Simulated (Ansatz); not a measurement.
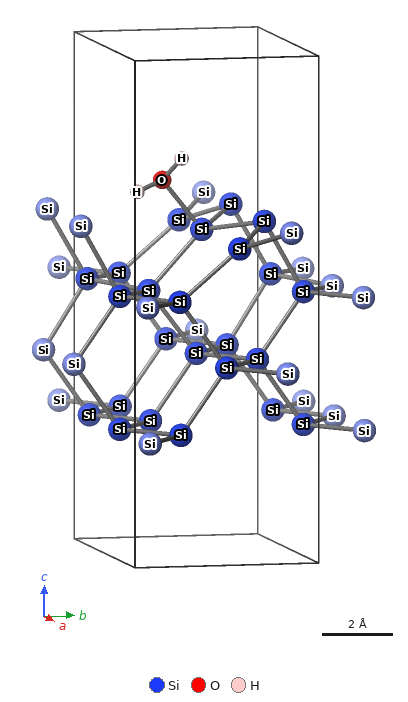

Figure 1. The structure as given in the input (ball-and-stick view of the cell of the calculation, with the vacuum cut short, seen slightly off an axis; neighbours outside the cell are drawn fainter).

**Single-point calculation of Si$_{16}$H$_{2}$O**

- system: Si$_{16}$H$_{2}$O (slab, 19 atoms in the cell)
- method: DFT PBE+D3(BJ), scalar-relativistic, plane waves, PAW, no spin polarisation (Ansatz 0.2.0)

The structure derives from an entry of the Crystallography Open Database. It belongs to a series of runs on one base structure; here: the whole at its places in the relaxed adsorbed structure. Figures and captions count atoms from 1; the log counts them from 0 in places.

Log:
```
Engine: ansatz 0.2.0, aarch64-unknown-linux-gnu
Pseudopotentials: kind: paw
Pseudopotential: Si, paw, valence charge 4, recommended cutoff 420 eV (normal), Si.paw.azcp
Pseudopotential: O, paw, valence charge 6, recommended cutoff 420 eV (normal), O.paw.azcp
Pseudopotential: H, paw, valence charge 1, recommended cutoff 420 eV (normal), H.paw.azcp
Functional definition: PBE
  parameter kappa = 0.804
  parameter beta = 0.06672455060314922
  exchange = pbe_x(kappa = kappa, mu = beta*pi^2/3)
  correlation = pbe_c(beta = beta)
Crystal: 19 atoms, lattice volume = 1043.655 Å³
Basis set: ecut = 420 eV, 20337 PW (Γ), exchange–correlation on 108×80×360 points (8 copies of the dense FFT grid, shifted against one another)
Bands: 55, of which v1, the nominal top of the filled ones, is band 36 counted from 1 (35 counted from 0)
Symmetry: 1 space group operations
Space group: P1 (ITA 1), of the structure as read, at distance tolerance 1.0e-4 Å
k-points: 4 of 6 (time reversal used)
Non-local potential: Si, projectors of the file, l = 0: 2, l = 1: 2, l = 2: 2
Non-local potential: O, projectors of the file, l = 0: 2, l = 1: 2, l = 2: 1
Non-local potential: H, projectors of the file, l = 0: 2, l = 1: 1
PAW form: soft (Blöchl's): semilocal exchange-correlation on the pseudo side does not see the compensation charge
PAW one-centre angular grid: Si, 110 points (default); XC on 64 Gauss nodes
PAW one-centre angular grid: O, 110 points (default); XC on 64 Gauss nodes
PAW one-centre angular grid: H, 110 points (default); XC on 64 Gauss nodes
Initial density: superposition of atomic densities (neutral atoms: chi_scale 0, normalization atom), corrected by the library's trained network
Initial wavefunctions: pseudopotential atomic-orbital guess
Functional: x = pbe(κ = 0.804, μ = 0.2195149727645171), c = pbe(β = 0.06672455060314922)
SCF iter   1: F=—  HF=-10768.394216 eV  |F-HF|=—  |Δ(HF+E_count)|=         —  Δρ=3.65e-3  dr2=1.03e0  ethr=1.77e-3  p=0.280 e·Å  D=4.86e-2 V/Å  ΔV_dip=-1.22 eV  dr2_dipole=3.03e-1  V_vac-E_F(+/−)=3.67/4.89 eV  ⟨swp⟩=8.8  Hψ=1284  notcnv=0  defer=13
efield: sawtooth ramp at fractional position 0.9514 (placed from the atoms, in the widest stretch of the axis that holds none; the zero of the levels goes with the place), width 0.0400; the density the first Hamiltonian is built on has a dipole p = 0.280 e·Å; the dipole correction subtracts the counter field D = 4.86e-2 V/Å, which shifts the + side's vacuum level by -1.22 eV against the − side's; the planar-averaged density in the ramp window peaks in size at 7.0e-7 e/Å³
preconditioner: auto → LDOS  [metal: Δε(μ)=0.028 eV  Ē_g=7.737 eV  σ=0.050 eV  W_gap=0.29  n_scr=106 (ndim 8)  ℏωp=9.6 eV  f_vac=0.583  D(μ)=10.89/eV (n_scr^D=38)  β→1.0]
SCF iter   2: F=—  HF=-10768.338099 eV  |F-HF|=—  |Δ(HF+E_count)|=   5.61e-2  Δρ=1.84e-3  dr2=9.66e-2  ethr=1.43e-3  p=0.258 e·Å  D=4.47e-2 V/Å  ΔV_dip=-1.12 eV  dr2_dipole=2.37e-6  V_vac-E_F(+/−)=3.79/4.91 eV  ⟨swp⟩=2.8  Hψ=270  notcnv=0  defer=43
SCF iter   3: F=—  HF=-10768.323732 eV  |F-HF|=—  |Δ(HF+E_count)|=   1.44e-2  Δρ=8.78e-4  dr2=4.43e-2  ethr=1.34e-4  p=0.265 e·Å  D=4.59e-2 V/Å  ΔV_dip=-1.15 eV  dr2_dipole=1.12e-2  V_vac-E_F(+/−)=3.76/4.91 eV  ⟨swp⟩=3.0  Hψ=354  notcnv=0  defer=44
SCF iter   4: F=—  HF=-10768.321083 eV  |F-HF|=—  |Δ(HF+E_count)|=   2.65e-3  Δρ=4.37e-4  dr2=1.14e-2  ethr=6.15e-5  p=0.259 e·Å  D=4.48e-2 V/Å  ΔV_dip=-1.13 eV  dr2_dipole=3.22e-3  V_vac-E_F(+/−)=3.78/4.91 eV  ⟨swp⟩=2.0  Hψ=315  notcnv=0  defer=44
SCF iter   5: F=—  HF=-10768.320345 eV  |F-HF|=—  |Δ(HF+E_count)|=   7.38e-4  Δρ=1.47e-4  dr2=9.49e-4  ethr=1.58e-5  p=0.256 e·Å  D=4.43e-2 V/Å  ΔV_dip=-1.11 eV  dr2_dipole=1.57e-4  V_vac-E_F(+/−)=3.79/4.91 eV  ⟨swp⟩=1.0  Hψ=176  notcnv=0  defer=44
SCF iter   6: F=—  HF=-10768.320319 eV  |F-HF|=—  |Δ(HF+E_count)|=   2.57e-5  Δρ=6.25e-5  dr2=1.15e-4  ethr=1.32e-6  p=0.254 e·Å  D=4.41e-2 V/Å  ΔV_dip=-1.11 eV  dr2_dipole=5.18e-6  V_vac-E_F(+/−)=3.80/4.91 eV  ⟨swp⟩=2.2  Hψ=316  notcnv=0  defer=44
SCF iter   7: F=—  HF=-10768.320331 eV  |F-HF|=—  |Δ(HF+E_count)|=   1.14e-5  Δρ=2.27e-5  dr2=1.55e-5  ethr=1.59e-7  p=0.254 e·Å  D=4.41e-2 V/Å  ΔV_dip=-1.11 eV  dr2_dipole=2.82e-7  V_vac-E_F(+/−)=3.80/4.91 eV  ⟨swp⟩=2.2  Hψ=319  notcnv=0  defer=44
SCF iter   8: F=—  HF=-10768.320393 eV  |F-HF|=—  |Δ(HF+E_count)|=   6.21e-5  Δρ=7.78e-6  dr2=2.06e-6  ethr=2.15e-8  p=0.254 e·Å  D=4.40e-2 V/Å  ΔV_dip=-1.11 eV  dr2_dipole=9.33e-8  V_vac-E_F(+/−)=3.80/4.91 eV  ⟨swp⟩=2.8  Hψ=367  notcnv=0  defer=44
SCF iter   9: F=—  HF=-10768.320394 eV  |F-HF|=—  |Δ(HF+E_count)|=   6.58e-7  Δρ=3.11e-6  dr2=3.64e-7  ethr=2.85e-9  p=0.254 e·Å  D=4.41e-2 V/Å  ΔV_dip=-1.11 eV  dr2_dipole=1.68e-9  V_vac-E_F(+/−)=3.80/4.91 eV  ⟨swp⟩=2.8  Hψ=295  notcnv=0  defer=44
SCF iter  10: F=-10768.320394 eV  HF=-10768.320394 eV  |F-HF|=3.20e-8  |Δ(HF+E_count)|=   1.11e-7  Δρ=1.32e-6  dr2=9.34e-8  ethr=1.39e-10  p=0.254 e·Å  D=4.41e-2 V/Å  ΔV_dip=-1.11 eV  dr2_dipole=8.76e-9  V_vac-E_F(+/−)=3.80/4.91 eV  ⟨swp⟩=20.8  Hψ=1608  notcnv=0
SCF 1 converged in 10 iterations: F = -10768.320394 eV  dr2 = 9.34e-8
  greatest PAW one-centre occupation: 0.867 electrons in one spin orbital (limit 2), on the O atom at site 16 (counted from 0), in its partial waves of l = 0
```

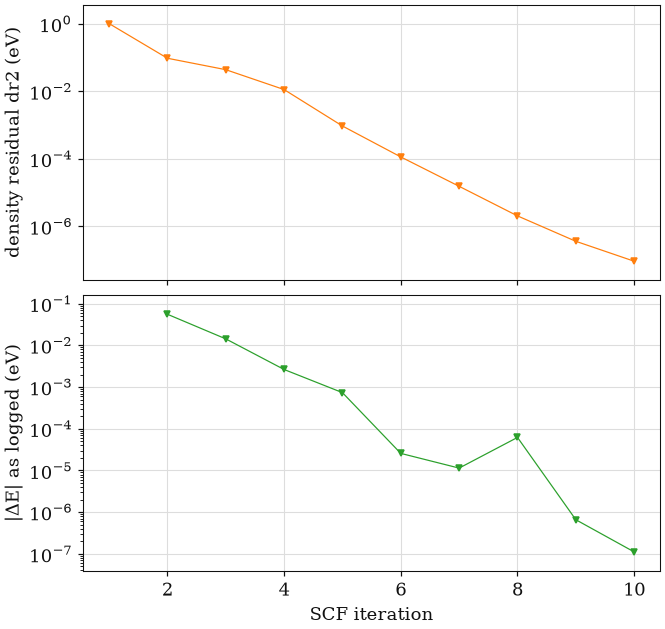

Figure 2. Convergence of the self-consistent field: density residual dr2 and size of the energy change against the SCF iteration. The residual falls at every step.

```
SCF converged after 10 iterations
Free energy (F): -10768.320394 eV
Harris-Foulkes:  -10768.320394 eV  (|F-HF|=3.20e-8)
Internal energy: -10768.305453 eV  (E = F + TS)
E sigma→0 (E₀):  -10768.312923 eV
Entropy (-TS):   -0.014941 eV (-0.786 meV/atom)
Fermi energy:    -0.937263 eV
Dipole field:    D = 0.043998 V/Å  (p = 0.253765 e·Å, saw-weighted, corrected)
Work function:   Φ+ = 3.7995 eV   Φ− = 4.9042 eV
Levels:          The Fermi level and band energies are counted from a zero that moves with the ramp; work functions are not
--- Per-component energies (eV) ---
  E_band       = -469.141899
  E_kinetic    = 833.256709
  E_local      = -21898.464291  (includes V_loc(G=0)·N_el)
  E_nonlocal   = 466.958540
  E_hartree    = 10526.989894
  E_xc         = -965.140350
  E_vxc        = -851.809614  (∫ρ·V_xc dr)
  E_paw        = -8361.468422  (= ΣΔE_a)
  E_vpaw       = -74.663317  (= ΣTr[D̂ρ^β])
  E_aug_tail   = 0.000280  (compensation charges beyond the density's cutoff)
  E_efield     = 0.005583  (sawtooth field / dipole correction)
  E_vefield    = 1.618319  (∫n·V_field dr)
  E_ewald      = 8633.930849
  E_disp       = -4.374244  (pairwise vdW)
  E_smearing   = -0.014941  (= −TS)
  E_closure    = 0.000000  (closes the sum)
  Σ components = -10768.320394   (vs F -10768.320394, Δ=0.00e0)
--- Forces (eV/Å), atoms counted from 1 ---
  atom   1  Si    -0.02968650     0.44225180     0.43658474
  atom   2  Si    -0.07812822     0.53063824     0.42841873
  atom   3  Si     0.07371480    -0.54500898     0.02949097
  atom   4  Si     0.02783918    -0.46694579    -0.08412940
  atom   5  Si    -0.06391392     0.19220432    -0.31008381
  atom   6  Si     0.09153506     0.04586960    -0.02245480
  atom   7  Si    -0.00112737    -0.15886124    -0.33494612
  atom   8  Si    -0.02700098    -0.04000165    -0.14346185
  atom   9  Si     0.00220786     0.00197869    -0.00001772
  atom  10  Si     0.00137777    -0.00142870    -0.00085147
  atom  11  Si    -0.00002946    -0.00022602     0.00332420
  atom  12  Si     0.00002624    -0.00048083     0.00244617
  atom  13  Si    -0.00078895     0.00141301    -0.00456333
  atom  14  Si     0.00467199    -0.00183167     0.00088135
  atom  15  Si    -0.00209162    -0.00152476     0.00439713
  atom  16  Si     0.00321734     0.00199420    -0.00375252
  atom  17  O      0.02061268     0.02321243     0.03111470
  atom  18  H     -0.02223555    -0.01961674    -0.03228743
  atom  19  H     -0.00020714    -0.00367278    -0.00009525
  max |Σ_I F_I| component: 3.69e-5 eV/Å
--- Band table (eV) ---
  k-point 0: bands = ["-24.2268", "-12.6322", "-11.8227", "-11.4275", "-10.8084", "-10.4550", "-10.2117", "-9.6744", "-9.2716", "-9.0017", "-8.8392", "-8.2582", "-7.7292", "-7.4010", "-6.9964", "-6.6794", "-6.5614", "-6.3686", "-4.8446", "-4.7513", "-4.5440", "-4.2571", "-4.0760", "-3.9594", "-3.5556", "-3.5054", "-3.2951", "-3.1976", "-3.0527", "-2.6334", "-2.1451", "-1.9191", "-1.6321", "-1.3523", "-1.1002", "-1.0023", "-0.9297", "-0.6120", "-0.2769", "0.0257", "0.5397", "0.7699", "0.9783", "1.1363", "1.1697", "1.4608", "1.6425", "1.9647", "2.0703", "2.1156", "2.2876", "2.5971", "2.8131", "3.0009", "3.1559"]
  k-point 1: bands = ["-24.2256", "-12.2118", "-11.8309", "-11.2117", "-10.8706", "-10.5220", "-10.2555", "-10.2314", "-9.6914", "-9.0924", "-8.7091", "-7.8399", "-7.6560", "-7.5088", "-7.4217", "-7.1874", "-6.8132", "-6.5058", "-5.4284", "-4.3989", "-4.2274", "-4.0203", "-3.9400", "-3.8068", "-3.4089", "-3.1604", "-3.0913", "-2.9280", "-2.7594", "-2.4172", "-2.0730", "-1.9022", "-1.7909", "-1.6645", "-1.0855", "-0.9963", "-0.8652", "-0.6893", "-0.3611", "0.3287", "0.8824", "1.0811", "1.2622", "1.4494", "1.6039", "1.7492", "1.9189", "2.1420", "2.2317", "2.7006", "2.7900", "2.8700", "2.9375", "3.0404", "3.1017"]
  k-point 2: bands = ["-24.2268", "-12.1785", "-12.0475", "-11.7488", "-11.0535", "-10.8187", "-10.0667", "-9.2558", "-9.1269", "-8.7352", "-8.5984", "-8.3599", "-8.2776", "-7.4231", "-7.2320", "-6.7314", "-5.2371", "-5.1349", "-5.0071", "-4.9229", "-4.3263", "-4.2978", "-4.2292", "-4.0647", "-4.0071", "-3.9155", "-3.7658", "-3.7187", "-3.0948", "-2.9637", "-2.8673", "-2.7260", "-2.1372", "-1.7588", "-1.4752", "-1.4522", "-0.6807", "-0.3187", "0.3127", "0.8135", "0.8364", "1.0359", "1.6229", "1.7441", "1.8575", "1.9765", "2.0215", "2.1938", "2.4436", "2.5526", "2.8147", "3.0430", "3.0654", "3.2359", "3.4665"]
  k-point 3: bands = ["-24.2256", "-11.9657", "-11.6256", "-11.5870", "-10.9344", "-10.4927", "-10.4111", "-10.2820", "-9.8801", "-9.6113", "-8.9963", "-7.4436", "-7.1182", "-7.0260", "-6.9589", "-6.7346", "-6.0722", "-5.8174", "-5.3241", "-5.2713", "-4.5551", "-4.5283", "-4.3971", "-4.3319", "-3.7296", "-3.7006", "-3.2576", "-3.2116", "-3.0042", "-2.9566", "-2.4862", "-2.4135", "-1.8560", "-1.5400", "-1.0365", "-0.9721", "-0.7568", "-0.6850", "-0.0593", "0.6840", "1.3248", "1.5377", "1.8716", "1.9198", "2.2506", "2.2582", "2.3492", "2.5502", "2.8781", "2.9208", "3.1718", "3.2825", "3.4253", "3.5241", "3.6892"]
```

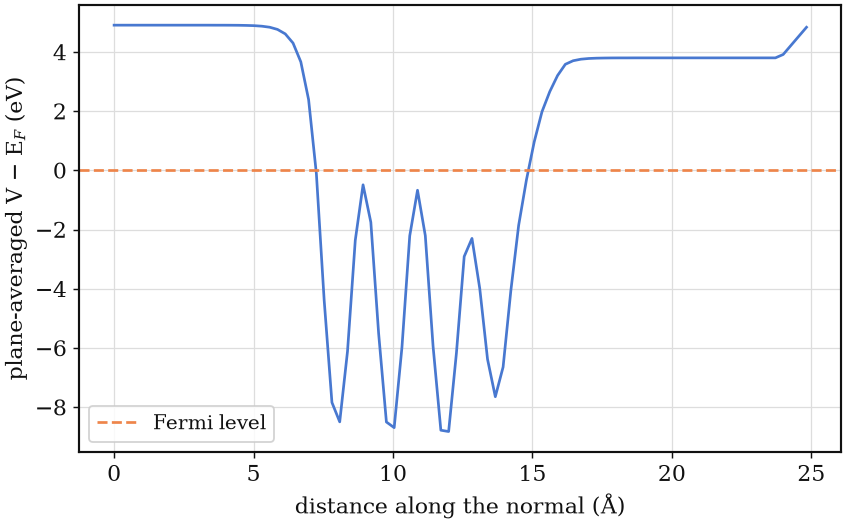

Figure 3. Plane average of the electrostatic potential energy of an electron across the cell, from the Fermi level. The vacuum level lies 3.80 eV above the Fermi level on the upper side and 4.90 eV on the lower.

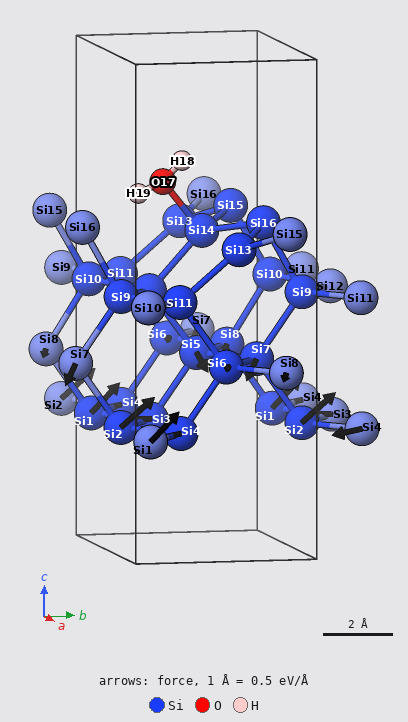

Figure 4. Forces on the atoms as black arrows (ball-and-stick view of the cell of the calculation, with the vacuum cut short, seen slightly off an axis; neighbours outside the cell are drawn fainter; atoms are numbered from 1 in the order of the input); the smallest are left out. The largest act on Si2 (0.69 eV/Å); Si1 (0.62 eV/Å); Si3 (0.55 eV/Å); Si4 (0.48 eV/Å), among others. The geometry is not a stationary point of this energy.

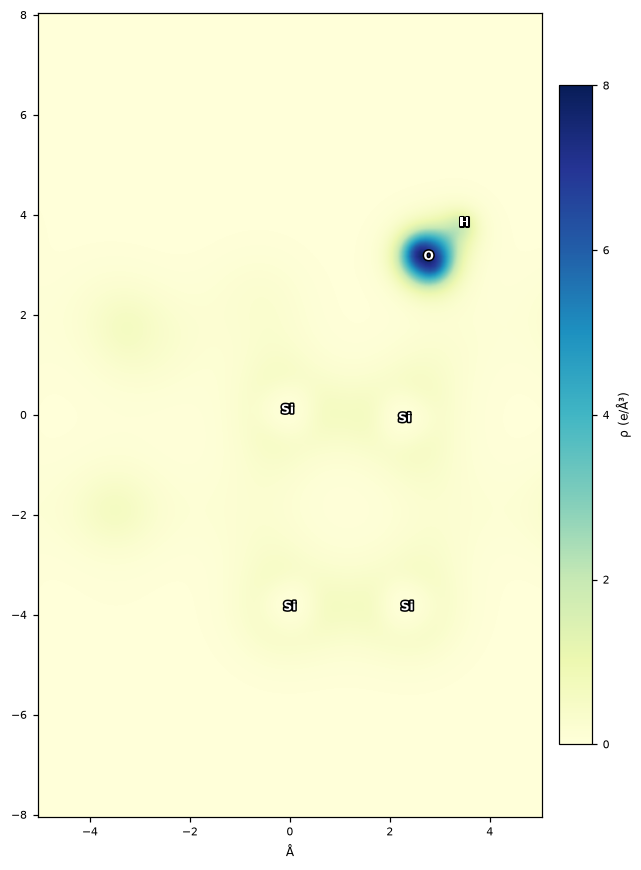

Figure 5. Valence charge density (pseudo) on the (11̄0) plane of the calculation cell, a cut from vacuum to vacuum. Atoms in the plane: Si, O and H. O–H (0.98 Å): ρ is about 3.7 e/Å³ halfway. Si–Si (2.35 Å): the density is about 0.56 e/Å³ at the midpoint, a local maximum along the line. Si–Si (2.35 Å): ρ at the midpoint is about 0.56 e/Å³, a local maximum along the line. The density dies away to nearly zero in the vacuum. Core electrons are frozen (PAW), so the fields are smoothed inside the atomic spheres.

The run was set up as follows.

Input:
```yaml
crystal:
  lattice:
    - [7.6671877233, 0.0, 0.0]
    - [0.0, 5.4215204318, 0.0]
    - [0.0, 0.0, 25.1072907925]
  atoms:
    - { symbol: Si, position: [0.25, 0.0, 0.3186325464] }
    - { symbol: Si, position: [0.75, 0.0, 0.3186325464] }
    - { symbol: Si, position: [0.5, 0.25, 0.3186325464] }
    - { symbol: Si, position: [0.0, 0.25, 0.3186325464] }
    - { symbol: Si, position: [0.5, 0.5, 0.3949767823] }
    - { symbol: Si, position: [0.0, 0.5, 0.3949767823] }
    - { symbol: Si, position: [0.75, 0.75, 0.3949767823] }
    - { symbol: Si, position: [0.25, 0.75, 0.3949767823] }
    - { symbol: Si, position: [0.7483804932, 0.001082443, 0.4717833171] }
    - { symbol: Si, position: [0.2486124426, -0.0122831442, 0.4755408975] }
    - { symbol: Si, position: [8.5678e-06, 0.2443545936, 0.4719601071] }
    - { symbol: Si, position: [0.4962753407, 0.2412390012, 0.4687599463] }
    - { symbol: Si, position: [-0.0005556989, 0.5711595587, 0.5317783496] }
    - { symbol: Si, position: [0.5048185786, 0.527714443, 0.5378787582] }
    - { symbol: Si, position: [0.2545741794, 0.7689890237, 0.55729799] }
    - { symbol: Si, position: [0.744429957, 0.7895418115, 0.5536602411] }
    - { symbol: O, position: [0.5433879109, 0.2993522027, 0.5975574984] }
    - { symbol: H, position: [0.616642363, 0.3810064389, 0.6242468255] }
    - { symbol: H, position: [0.6103506608, 0.1422330135, 0.5868207927] }
basis:
  ecutwfc: 420
kpoints:
  mp_grid: { grid: [2, 3, 1] }
hamiltonian:
  xc: pbe
  dispersion: d3bj
scf:
  occupations: { method: gaussian, width: 0.05 }
output:
  forces: true
  eigenvalues: true
  write_density: true
  volumetric_format: npy
efield:
  axis: 3
  dipole_correction: true
  ramp_width: 0.04
```

Launch command:
```bash
ansatz run input.yaml --threads 2 --pin off --max-ram 5120MiB --backend cpu --events-out ev --progress --plain --runs-dir out
```

Key numbers:

```json
{"quantity": "outcome", "value": "converged"}
{"quantity": "electrons treated", "value": "72"}
{"quantity": "free energy", "value": "−10768.3204 eV"}
{"quantity": "work function, top face", "value": "3.80 eV"}
{"quantity": "work function, bottom face", "value": "4.90 eV"}
{"quantity": "Fermi energy", "value": "−0.937 eV"}
{"quantity": "gap on the k-point mesh", "value": "0.04 eV"}
{"quantity": "work function (upper face)", "value": "3.80 eV"}
{"quantity": "largest force (length of the vector)", "value": "0.686 eV/Å"}
{"quantity": "hardware", "value": "2 threads of Arm Neoverse V1, 24 GiB of memory available, shared host"}
{"quantity": "wall time", "value": "14 s (CPU time 28 s)"}
{"quantity": "peak memory", "value": "1 GiB"}
```
